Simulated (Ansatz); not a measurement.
Ta (Pm-3m, No. 221): the input geometry of an electronic-structure calculation (not necessarily at equilibrium); the starting structure was generated, so it need not be a known form of this composition.

```
CELL_PARAMETERS angstrom
2.76018 0.00000 0.00000
0.00000 2.76018 0.00000
0.00000 0.00000 2.76018
ATOMIC_POSITIONS crystal
Ta 0.00000 0.00000 0.00000
```

Q: What will a map of the projected electrostatic potential along [111] show? Computed as the sum of neutral-atom potentials (tabulated electron scattering factors, B = 0.3 Å²) projected along the beam and smoothed by 0.25 Å; brighter is more positive.

A: The columns repeat on a hexagonal net with a repeat of 2.25 Å (plane group p6mm). All columns are alike (Ta). The shortest distance between visible columns is 2.25 Å in projection. Along the beam the structure repeats every 4.78 Å.

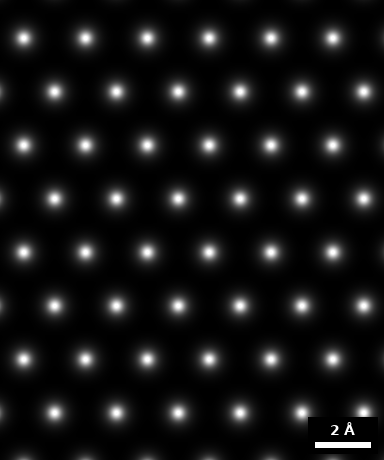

The simulated image.

Q: What mean inner potential do neutral atoms give for this crystal?

A: About 29 V (the sum of the forward scattering factors over the cell volume; bonding usually lowers the true value).
